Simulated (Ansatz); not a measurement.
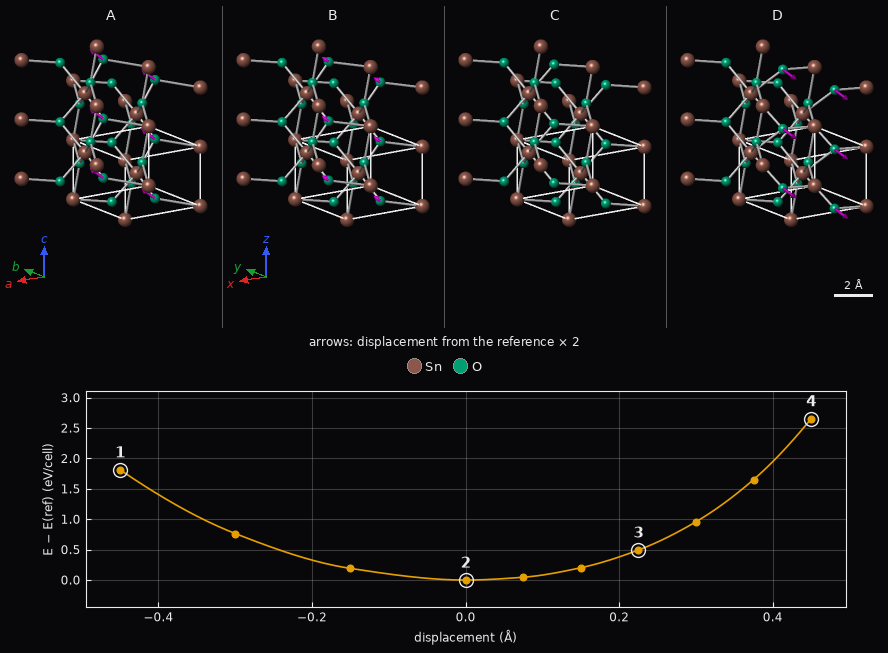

A scan of solid SnO2 (Pnnm): an O atom (one in each cell of 6 atoms) is moved along Cartesian [1 1 1], all else fixed. The frames are shuffled; the numbered points of the plot belong to them. A ball-and-stick model of the cell of the calculation, repeated 1 × 2 × 2 with one cell outlined, seen from a free direction. Purple arrows: displacements from the reference.

The calculation used DFT r2SCAN, scalar-relativistic, plane waves, PAW (Ansatz 0.2.0). Set-up: plane-wave cutoff 500 eV; k-point mesh 6 × 6 × 8; occupations gaussian; smearing width 0.05 eV; no spin polarisation. Energies (free energies at the smearing named) are counted from the cell as listed in its source, which wasn't relaxed.

### Match the frames to the points.

Point 1 is frame D (the displacement −0.45 Å, 1.81 eV/cell); 2 is frame C (the displacement 0.00 Å, 0.00 eV/cell); 3 is frame B (the displacement 0.225 Å, 0.49 eV/cell); 4 is frame A (the displacement 0.45 Å, 2.65 eV/cell). The lowest computed point lies at the displacement 0.00 Å (0.00 eV/cell). The end points stand at 1.81 eV/cell (−0.45 Å) and 2.65 eV/cell (0.45 Å). The curvature at zero is about 18 eV/Å². The well is lopsided: at ±0.450 Å the energy is 1.5 times higher on the positive side. At the highest point the shortest interatomic distance is 1.66 Å, against 2.09 Å in the reference. The distortion takes the space group from Pnnm to P1.
